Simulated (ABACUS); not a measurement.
**NbP: 7 runs along one coordinate**

System: NbP (I4₁md, 4 atoms in the cell).
Method: Kohn-Sham DFT of a periodic cell, PBEsol, PseudoDojo NC SR 0.4.1 PBEsol standard, no spin polarisation (ABACUS 3.10.1).

The 7 runs differ only in the geometry, by an even scaling of the cell at fixed fractional positions. The structure derives from a Materials Project entry.

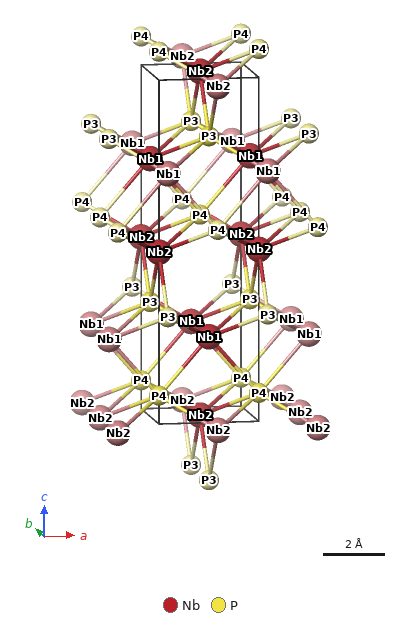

Figure 1. The structure of run 4 (ball-and-stick view of the cell 2 times as large as that of the calculation, set on its symmetry axes, seen slightly off an axis; neighbours outside the cell are drawn fainter; atoms are numbered from 1 in the order of the input). An atom can appear more than once, as a periodic image.

### Input of run 4
```
INPUT_PARAMETERS
suffix              NbP
calculation         scf
basis_type          pw
pseudo_dir          ./
symmetry            1
dft_functional      pbesol
ecutwfc             82
pseudo_rcut         7
nspin               1
nbands              22
ks_solver           dav
smearing_method     fd
smearing_sigma      0.00367493
scf_thr             1e-08
scf_nmax            100
mixing_type         broyden
mixing_beta         0.7
cal_force           1
cal_stress          1
kpar                4
```

### File STRU of run 4
```
ATOMIC_SPECIES
Nb 92.9064 Nb.upf
P 30.9738 P.upf

LATTICE_CONSTANT
1.8897261246

LATTICE_VECTORS
-1.6749232544 1.6749232544 5.7401081759
1.6749232544 -1.6749232544 5.7401081759
1.6749232544 1.6749232544 -5.7401081759

ATOMIC_POSITIONS
Direct

Nb
0.0
2
0.2498808000 0.7498808000 0.5000000000 1 1 1
0.4998808000 0.4998808000 0.0000000000 1 1 1

P
0.0
2
0.8327477700 0.3327477700 0.5000000000 1 1 1
0.0827477700 0.0827477700 0.0000000000 1 1 1
```

### File KPT of run 4
```
K_POINTS
0
Gamma
11 11 11 0 0 0
```

Command:
```bash
OMP_NUM_THREADS=1 mpirun -np 4 abacus > log
```

Run 5 differs from it as follows:
```diff
--1.6749232544 1.6749232544 5.7401081759
-1.6749232544 -1.6749232544 5.7401081759
-1.6749232544 1.6749232544 -5.7401081759
+-1.6860157846 1.6860157846 5.7781232452
+1.6860157846 -1.6860157846 5.7781232452
+1.6860157846 1.6860157846 -5.7781232452
```

### Results, with one run withheld

```csv
run,volume per atom (Å³),"free energy per atom, from the lowest run given (meV)",pressure (GPa)
1,15.137,7.70,6.17
2,15.459,0.00,1.52
3,15.781,1.14,−2.64
4,16.103,10.21,−6.37
5,16.425,?,?
6,16.747,48.94,−12.72
7,17.069,77.20,−15.41
```

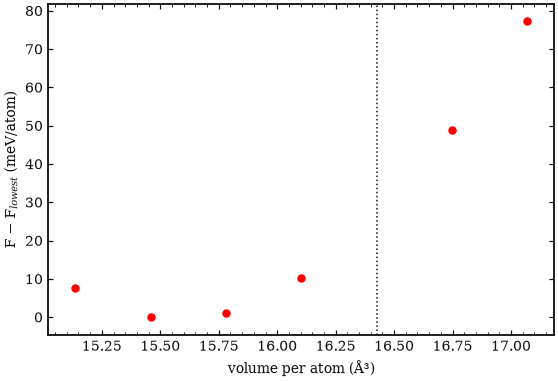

Figure 2. Free energy per atom of the runs given; the dotted line marks run 5.

Fit the runs given and predict run 5.

A cubic polynomial in V^(−2/3) (the Birch–Murnaghan form), fitted to the 6 runs given, misses them by under 0.01 meV per atom. With x = V^(−2/3) − 0.15732 Å⁻², it reads F = 7.3653 − 5235.3 x + 8.6212e+05 x² + 8.2819e+05 x³ (meV per atom). At run 5 it gives 26.39 meV per atom, and the run itself gives 26.39. The slope of the fit gives a pressure −dF/dV of −9.69 GPa there, and the run prints −9.72 GPa. The fit has its minimum at 15.575 Å³ per atom, where V d²F/dV² gives 204 GPa. Cell shape and fractional positions are held, so this is the stiffness under even scaling; the relaxed bulk modulus wasn't computed.

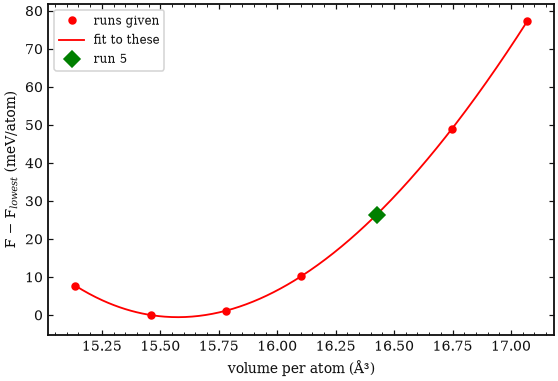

Figure 3. The fit and the withheld run.

### Some lines of the output (run 5)
```
[...]
                          Volume (Bohr^3) = 443.37
                             Volume (A^3) = 65.7006
 E_Fermi        1.1347359711         15.4388749328
 E_Fermi        1.0249461855         13.9451082663
 E_Fermi        1.0726616127         14.5943099587
 E_Fermi        1.0650193172         14.4903311945
 E_Fermi        1.0652346130         14.4932604440
 E_Fermi        1.0656518660         14.4989374616
 E_KS(sigma->0) -277.0096420545      -3768.9095328814
 E_Fermi        1.0655007626         14.4968815941
 final etot is -3768.9123675 eV
 EFERMI = 14.496881594 eV
 TOTAL-PRESSURE: -97.222008 KBAR
 !FINAL_ETOT_IS -3768.9123675454329714 eV
```
